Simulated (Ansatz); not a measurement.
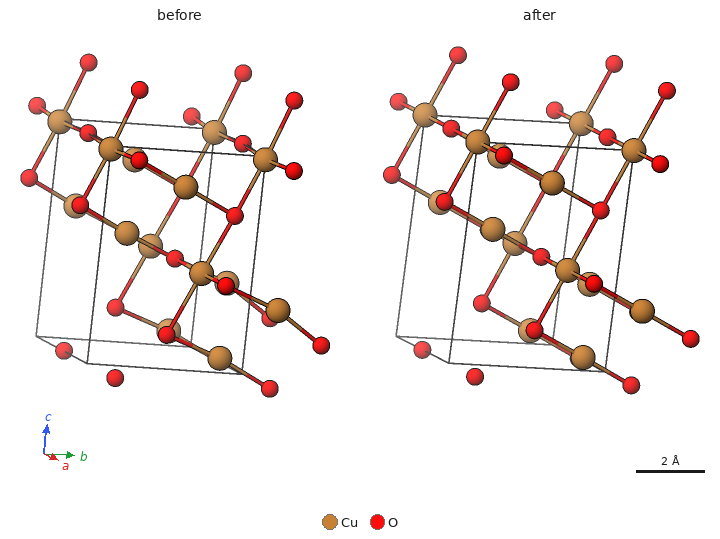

The structure of solid Cu₃O₂ (set up in P1) (coarse preliminary run) before (left) and after (right) a relaxation, at one scale.

Style: ball-and-stick. Shown: the cell of the calculation, reduced to other axes, repeated 2 × 1 × 1 with one cell outlined, slightly off an axis. Lengths and directions refer to the drawn axes.

Method: Ansatz, DFT PBE, scalar-relativistic, plane waves, PAW.

Input
```yaml
crystal:
  lattice:
    - [-3.9810335197, 0.0352995862, 0.0020486275]
    - [-1.9747155017, -1.949071581, 3.6790539625]
    - [-2.0453146741, 5.9832031168, 3.715287553]
  atoms:
    - { symbol: Cu, position: [0.2548471455, 0.3649789969, 0.1325756613] }
    - { symbol: Cu, position: [0.2620434719, 0.8782611894, 0.6193860699] }
    - { symbol: Cu, position: [0.7506658953, 0.1094049426, 0.394760818] }
    - { symbol: Cu, position: [0.7459146784, 0.6232913394, 0.8761427434] }
    - { symbol: Cu, position: [0.9889883716, 0.5059645667, 0.5019803285] }
    - { symbol: Cu, position: [0.9969103559, 0.0059496596, -0.0129772232] }
    - { symbol: O, position: [0.5020926345, -0.0162918263, -0.0028710952] }
    - { symbol: O, position: [0.4869356568, 0.5130069108, 0.5068607667] }
    - { symbol: O, position: [-0.0010059779, 0.7748360543, 0.2384614711] }
    - { symbol: O, position: [0.0126077681, 0.2405981666, 0.7456804594] }
basis:
  ecutwfc: 420
kpoints:
  mp_grid: { grid: [6, 6, 6] }
hamiltonian:
  xc: pbe
scf:
  occupations: { method: gaussian, width: 0.2 }
  lower_state_search: "off"
output:
  forces: true
  stress: true
  eigenvalues: true
relax:
  adjacent_minimum: "off"
  f_tol: 0.025
  max_steps: 60
  cell: { stress_tol: 0.25 }
```

Run as
```bash
ansatz run input.yaml --threads 1 --pin off --max-ram 2560MiB --backend cpu --events-out ev --progress --plain --runs-dir out
```

Q: Summarise the run.

A: The run was cut off at its time limit before the program reported convergence, but its last step already meets the force threshold: the largest component is 0.014 eV/Å against 0.025 eV/Å. The pressure is within 0.06 GPa of its target. The largest move relative to the cell is that of Cu3, 0.15 Å roughly along [1 −1 −1]. By element the largest moves are Cu 0.15 Å, O 0.13 Å. The volume changes by +4.2 %, with a 3.981 → 4.066 Å (+2.1 %), b 4.608 → 4.654 Å (+1.0 %), c 7.274 → 7.410 Å (+1.9 %), α 87.0° → 85.0°, β 75.0° → 74.2°, γ 64.8° → 64.1°. Near-neighbour distances that change, for instance: Cu2–Cu3 2.633 → 2.873 Å, Cu3–Cu5 2.579 → 2.730 Å, Cu6–O10 1.901 → 2.034 Å, Cu2–Cu5 2.634 → 2.736 Å. Bond angles that change, for instance: Cu1–O9–Cu3 166.1° → 179.5°, O8–Cu3–O9 167.6° → 179.7°, Cu3–O9–Cu6 101.1° → 90.4°. The space group stays P1 (No. 1). After 2 geometry steps the energy has fallen by 34.0 meV per atom. The largest force component goes from 1.6 to 0.014 eV/Å. Pressure: 4.70 GPa at the start and 0.06 GPa at the end. Cost: 8.9 min on 1 thread of Intel(R) Xeon(R) Processor @ 2.70GHz (shared host), peak memory 0.96 GiB.
